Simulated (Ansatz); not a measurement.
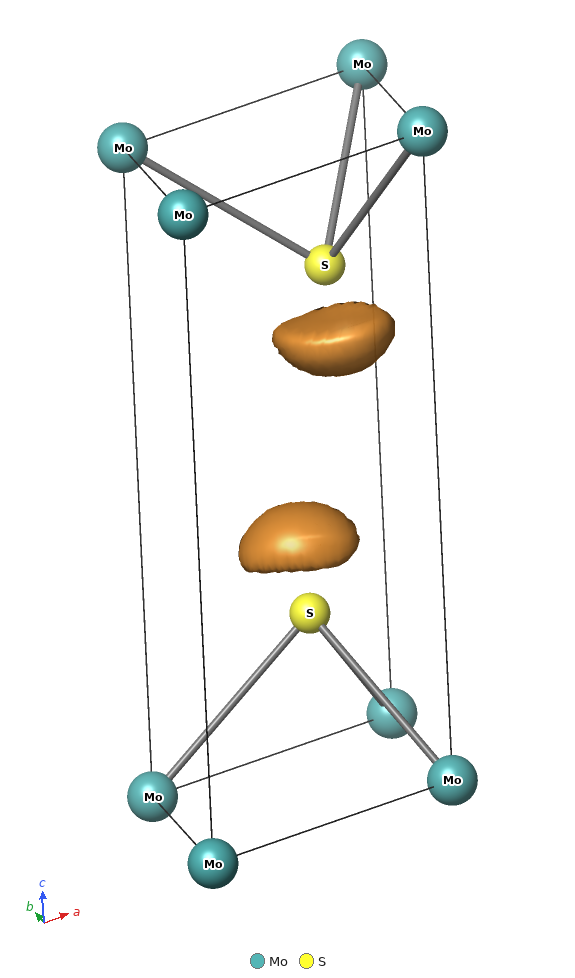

The picture shows: MoS2. Isosurface of the ELF at 0.9 (orange), seen slightly off an axis. Core shells and regions of very low density are left out. Sticks mark near contacts.

Space group P1; started from the 3R (MoS2) bulk prototype, which need not be the ambient phase; changed on purpose from its base cell (shear xy strain +1.5%); computed pressure about 2 GPa in this cell; computed without spin polarisation.

Theory: DFT, PBE, plane waves, PAW in Ansatz.

In a PAW calculation such maps are meaningful between the atoms, not at the nuclei.

```
CELL_PARAMETERS angstrom
-1.56697 2.73788 0.00000
-3.17518 -0.02381 0.00000
-1.58072 0.90469 6.19394
ATOMIC_POSITIONS crystal
Mo 0.00005 0.00092 0.99995
S 0.58298 0.58247 0.25100
S 0.75030 0.74994 0.74905
```

Where are the electrons localised?

The ELF exceeds this value in two lobes on S, pointing away from the bonds (lone pairs), counted in one cell of 3 atoms. Regions shared between cells count once. Along the contacts the grid gives the following. Mo–S (2.40 Å): the ELF peaks at about 0.85 in the valence shell of S, 0.8 Å from its nucleus, and is about 0.45 at the midpoint.

Does the calculation give a band gap?

It is gapped, with a Kohn–Sham gap of 0.93 eV on the k-point mesh (the band edges may lie off the mesh, which would make the gap smaller).
